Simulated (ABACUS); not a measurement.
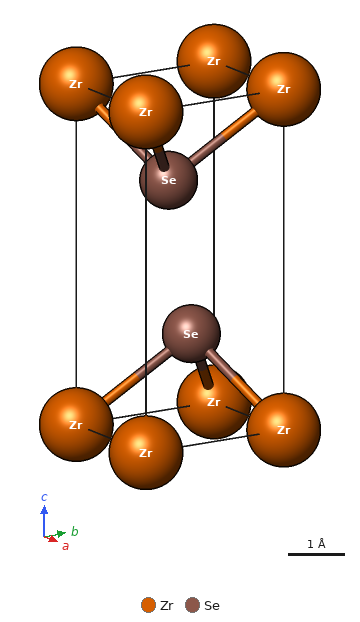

**Figure 1.** The input geometry (ball-and-stick view of the cell of the calculation, seen slightly off an axis).

**Band-structure run of ZrSe₂ (part 1 of 2)**

The run: band-structure run of ZrSe₂ (P-3m1, 3 atoms in the cell). Method and program: Kohn-Sham DFT of a periodic cell, PBE, Ansatz NC PBE, no spin polarisation (ABACUS 3.10.1).

The structure derives from an entry of the Crystallography Open Database.

What the program printed
```
ABACUS v3.10.1

               Atomic-orbital Based Ab-initio Computation at UStc

 ------------------------------------------------------------------------------------

 READING GENERAL INFORMATION
                           global_out_dir = OUT.ZrSe2/
                           global_in_card = INPUT
                               pseudo_dir = ./
                              orbital_dir = ./
                                    DSIZE = 4
                                    GSIZE = 1

 READING UNITCELL INFORMATION
                                    ntype = 2
                  lattice constant (Bohr) = 7.17718
              lattice constant (Angstrom) = 3.798

 READING ATOM TYPE 1
                               atom label = Zr
                      L=0, number of zeta = 2
                      L=1, number of zeta = 1
                      L=2, number of zeta = 1
             number of atom for this type = 1

 READING ATOM TYPE 2
                               atom label = Se
                      L=0, number of zeta = 1
                      L=1, number of zeta = 1
                      L=2, number of zeta = 1
             number of atom for this type = 2

                        TOTAL ATOM NUMBER = 3
CARTESIAN COORDINATES ( UNIT =       7.177179821300 Bohr ).
    atom                   x                   y                   z     mag                  vx                  vy                  vz
tauc_Zr1            0.0000000000        0.0000000000        0.0000000000  0.0000        0.0000000000        0.0000000000        0.0000000000
tauc_Se1            0.5000000000        0.2886751346        1.2227488152  0.0000        0.0000000000        0.0000000000        0.0000000000
tauc_Se2            0.0000000000        0.5773502692        0.4075829384  0.0000        0.0000000000        0.0000000000        0.0000000000

                          Volume (Bohr^3) = 521.997
                             Volume (A^3) = 77.3519

 Lattice vectors: (Cartesian coordinate: in unit of a_0)
                   +1                  +0                  +0
                 -0.5           +0.866025                  +0
                   +0                  +0            +1.63033
 Reciprocal vectors: (Cartesian coordinate: in unit of 2 pi/a_0)
                   +1            +0.57735                  -0
                   -0             +1.1547                  -0
                   +0                  -0           +0.613372
 The esolver type has been set to : ksdft_lcao

                PAO radial cut off (Bohr) = 10

 Read in pseudopotential file is Zr.upf
                     pseudopotential type = NC
          exchange-correlation functional = PBE
                 nonlocal core correction = 1
                        valence electrons = 12
                                     lmax = 2
                           number of zeta = 4
                     number of projectors = 6
                           L of projector = 0
                           L of projector = 0
                           L of projector = 1
                           L of projector = 1
                           L of projector = 2
                           L of projector = 2
                PAO radial cut off (Bohr) = 10

 Read in pseudopotential file is Se.upf
                     pseudopotential type = NC
          exchange-correlation functional = PBE
                 nonlocal core correction = 1
                        valence electrons = 16
                                     lmax = 2
                           number of zeta = 3
                     number of projectors = 6
                           L of projector = 0
                           L of projector = 0
                           L of projector = 1
                           L of projector = 1
                           L of projector = 2
                           L of projector = 2
     initial pseudo atomic orbital number = 28

 SETUP THE ELECTRONS NUMBER
            electron number of element Zr = 12
      total electron number of element Zr = 12
            electron number of element Se = 16
      total electron number of element Se = 32
            AUTOSET number of electrons:  = 44
                           occupied bands = 22
                                   NLOCAL = 28
                                   NBANDS = 28
                                   NBANDS = 28
                                   NLOCAL = 28

%%%%%%%%%%%%%%%%%%%%%%%%%%%%%%%%%%%%%%%%%%%%%%%%%%%%%%%%%%%%%%%%%%%%%%%%%%%%%%%%%%%%%%%%%%%%%%%%%%%%%%%%%%
 Warning: the number of valence electrons in pseudopotential > 4 for Zr: [Kr] 4d2 5s2
 Warning: the number of valence electrons in pseudopotential > 6 for Se: [Ar] 3d10 4s2 4p4
 Pseudopotentials with additional electrons can yield (more) accurate outcomes, but may be less efficient.
 If you're confident that your chosen pseudopotential is appropriate, you can safely ignore this warning.
%%%%%%%%%%%%%%%%%%%%%%%%%%%%%%%%%%%%%%%%%%%%%%%%%%%%%%%%%%%%%%%%%%%%%%%%%%%%%%%%%%%%%%%%%%%%%%%%%%%%%%%%%%

 SETUP THE PLANE WAVE BASIS
 energy cutoff for charge/potential (unit:Ry) = 400
            fft grid for charge/potential = [ 45, 45, 75 ]
                        fft grid division = [ 5, 5, 5 ]
        big fft grid for charge/potential = [ 9, 9, 15 ]
                                     nbxx = 324
                                     nrxx = 40500

 SETUP PLANE WAVES FOR CHARGE/POTENTIAL
                    number of plane waves = 70503
                         number of sticks = 1417

 PARALLEL PW FOR CHARGE/POTENTIAL
     PROC   COLUMNS(POT)             PW
        1            354          17628
        2            355          17629
        3            354          17624
        4            354          17622
 --------------- sum -------------------
        4           1417          70503
                            number of |g| = 3428
                                  max |g| = 521.897
                                  min |g| = 0

----------- Double Check Mixing Parameters Begin ------------
mixing_type: broyden
mixing_beta: 0.7
mixing_gg0: 1
mixing_gg0_min: 0.1
mixing_ndim: 8
----------- Double Check Mixing Parameters End ------------

 LATTICE VECTORS: (CARTESIAN COORDINATE: IN UNIT OF A0)
                   +1                  +0                  +0
                 -0.5           +0.866025                  +0
                   +0                  +0            +1.63033
                       right hand lattice = 1
                                   NORM_A = 1
                                   NORM_B = 1
                                   NORM_C = 1.63033
                           ALPHA (DEGREE) = 90
                           BETA  (DEGREE) = 90
                           GAMMA (DEGREE) = 120

 The lattice vectors have been changed (STRU_SIMPLE.cif)

(for optimal symmetric configuration:)
                             BRAVAIS TYPE = 4
                     BRAVAIS LATTICE NAME = 04. Hexagonal cell
                                    ibrav = 4
                                    IBRAV = 4
                                  BRAVAIS = HEXAGONAL CELL
                       LATTICE CONSTANT A = 1
                                C/A RATIO = 1.63033
Original cell was already a primitive cell.
                        ROTATION MATRICES = 24
              PURE POINT GROUP OPERATIONS = 12
                   SPACE GROUP OPERATIONS = 12
                                       C2 = 3
                                       C3 = 2
                                       C4 = 0
                                       C6 = 0
                                       S1 = 3
                                       S3 = 0
                                       S4 = 0
                                       S6 = 2
                              POINT GROUP = D_3d
                                       C2 = 3
                                       C3 = 2
                                       C4 = 0
                                       C6 = 0
                                       S1 = 3
                                       S3 = 0
                                       S4 = 0
                                       S6 = 2
               POINT GROUP IN SPACE GROUP = D_3d

 SETUP K-POINTS
                                    nspin = 1
                   Input type of k points = Monkhorst-Pack(Gamma)
                                   nkstot = 245
                       right hand lattice = 1
(for reciprocal lattice: )
                             BRAVAIS TYPE = 4
                     BRAVAIS LATTICE NAME = 04. Hexagonal cell
                                    ibrav = 4
                       right hand lattice = 1
(for k-lattice: )
                             BRAVAIS TYPE = 4
                     BRAVAIS LATTICE NAME = 04. Hexagonal cell
                                    ibrav = 4
                       right hand lattice = 1
                        ROTATION MATRICES = 24
                               nkstot_ibz = 32
K-POINTS REDUCTION ACCORDING TO SYMMETRY
     IBZ    DIRECT_X    DIRECT_Y    DIRECT_Z  WEIGHT  ibz2bz
       1  0.00000000  0.00000000  0.00000000  0.0041       0
       2 -0.14285714  0.14285714  0.00000000  0.0245       1
       3 -0.28571429  0.28571429  0.00000000  0.0245       2
       4 -0.42857143  0.42857143  0.00000000  0.0245       3
       5 -0.14285714  0.28571429  0.00000000  0.0245       8
       6 -0.28571429  0.42857143  0.00000000  0.0490       9
       7  0.42857143  0.42857143  0.00000000  0.0245      10
       8  0.42857143  0.28571429  0.00000000  0.0245      16
       9  0.00000000  0.00000000  0.20000000  0.0082      49
      10 -0.14285714  0.14285714  0.20000000  0.0245      50
      11 -0.28571429  0.28571429  0.20000000  0.0245      51
      12 -0.42857143  0.42857143  0.20000000  0.0245      52
      13  0.42857143 -0.42857143  0.20000000  0.0245      53
      14  0.28571429 -0.28571429  0.20000000  0.0245      54
      15  0.14285714 -0.14285714  0.20000000  0.0245      55
      16 -0.14285714  0.28571429  0.20000000  0.0490      57
      17 -0.28571429  0.42857143  0.20000000  0.0490      58
      18  0.42857143  0.42857143  0.20000000  0.0490      59
      19  0.42857143 -0.28571429  0.20000000  0.0490      60
      20  0.42857143  0.28571429  0.20000000  0.0490      65
      21  0.00000000  0.00000000  0.40000000  0.0082      98
      22 -0.14285714  0.14285714  0.40000000  0.0245      99
      23 -0.28571429  0.28571429  0.40000000  0.0245     100
      24 -0.42857143  0.42857143  0.40000000  0.0245     101
      25  0.42857143 -0.42857143  0.40000000  0.0245     102
      26  0.28571429 -0.28571429  0.40000000  0.0245     103
      27  0.14285714 -0.14285714  0.40000000  0.0245     104
      28 -0.14285714  0.28571429  0.40000000  0.0490     106
      29 -0.28571429  0.42857143  0.40000000  0.0490     107
      30  0.42857143  0.42857143  0.40000000  0.0490     108
[... 2 further k points ...]

                               nkstot now = 32
[... K-POINTS DIRECT COORDINATES: 32 rows ...]

           k-point number in this process = 32
       minimum distributed K point number = 32
[... stars of the k points ...]

[... K-POINTS CARTESIAN COORDINATES: 32 rows ...]

[... K-POINTS DIRECT COORDINATES: 32 rows ...]

 SETUP PLANE WAVES FOR WAVE FUNCTIONS
     energy cutoff for wavefunc (unit:Ry) = 100
              fft grid for wave functions = [ 45, 45, 75 ]
                    number of plane waves = 11093
                         number of sticks = 421

 PARALLEL PW FOR WAVE FUNCTIONS
     PROC   COLUMNS(POT)             PW
        1            105           2773
        2            105           2773
        3            106           2776
        4            105           2771
 --------------- sum -------------------
        4            421          11093

 SET NONLOCAL PSEUDOPOTENTIAL PROJECTORS
 SET NONLOCAL PSEUDOPOTENTIAL PROJECTORS
 max number of nonlocal projetors among all species is 6

 -------------------------------------------
 SELF-CONSISTENT
 -------------------------------------------

 SETUP SEARCHING RADIUS FOR PROGRAM TO SEARCH ADJACENT ATOMS
                  longest orb rcut (Bohr) = 8
   longest nonlocal projector rcut (Bohr) = 1.94
                     search radius (Bohr) = 19.9
              searching radius is (Bohr)) = 19.9
         searching radius unit is (Bohr)) = 7.18
                         PeriodicBoundary = 1
                        Radius(unit:lat0) = 2.77
                                   glayer = [ 5, 5, 3 ]
                             glayer_minus = [ 4, 4, 2 ]

Find the coordinate range of the input atom(unit:lat0).
                                  min_tau = [ -6, -3.46, -3.26 ]
                                  max_tau = [ 6.5, 4.04, 4.48 ]
                                BoxNumber = [ 9, 9, 5 ]

 SETUP EXTENDED REAL SPACE GRID FOR GRID INTEGRATION
                          real space grid = [ 45, 45, 75 ]
                 big cell numbers in grid = [ 9, 9, 15 ]
             meshcell numbers in big cell = [ 5, 5, 5 ]
                        extended fft grid = [ 12, 12, 11 ]
                dimension of extened grid = [ 34, 34, 38 ]
                            UnitCellTotal = 75
              Atom number in sub-FFT-grid = 3
    Local orbitals number in sub-FFT-grid = 28
                                ParaV.nnr = 6528
                                 init_chg = atomic

 LCAO ALGORITHM --------------- ION=   1  ELEC=   1--------------------------------

 Density error is 0.0476378667892
----------------------------------------------------------
     Energy           Rydberg                 eV
----------------------------------------------------------
 E_KohnSham     -586.1734032209      -7975.2982998563
 E_Harris       -584.5917910341      -7953.7793620885
 E_Fermi        0.6902827958         9.3917792536
----------------------------------------------------------

 LCAO ALGORITHM --------------- ION=   1  ELEC=   2--------------------------------

 Density error is 0.0546159694139
----------------------------------------------------------
     Energy           Rydberg                 eV
----------------------------------------------------------
 E_KohnSham     -586.1721788368      -7975.2816412559
 E_Harris       -586.6836306372      -7982.2402999934
 E_Fermi        0.6750597249         9.1846587488
----------------------------------------------------------

 LCAO ALGORITHM --------------- ION=   1  ELEC=   3--------------------------------

 Density error is 0.013285922323
----------------------------------------------------------
     Energy           Rydberg                 eV
----------------------------------------------------------
 E_KohnSham     -586.2609991765      -7976.4901039740
 E_Harris       -585.8849709652      -7971.3739776907
 E_Fermi        0.6982546733         9.5002422123
----------------------------------------------------------

 LCAO ALGORITHM --------------- ION=   1  ELEC=   4--------------------------------

 Density error is 0.00106902783185
----------------------------------------------------------
     Energy           Rydberg                 eV
----------------------------------------------------------
 E_KohnSham     -586.2639811867      -7976.5306763035
 E_Harris       -586.2845132242      -7976.8100290058
 E_Fermi        0.7010035906         9.5376431511
----------------------------------------------------------

 LCAO ALGORITHM --------------- ION=   1  ELEC=   5--------------------------------

 Density error is 0.00027987488188
----------------------------------------------------------
     Energy           Rydberg                 eV
----------------------------------------------------------
 E_KohnSham     -586.2640083476      -7976.5310458464
 E_Harris       -586.2608450077      -7976.4880063990
 E_Fermi        0.7011265912         9.5393166600
----------------------------------------------------------

 LCAO ALGORITHM --------------- ION=   1  ELEC=   6--------------------------------

 Density error is 3.10364235861e-05
----------------------------------------------------------
     Energy           Rydberg                 eV
----------------------------------------------------------
 E_KohnSham     -586.2640097050      -7976.5310643149
 E_Harris       -586.2655488297      -7976.5520051813
 E_Fermi        0.7011217055         9.5392501861
```
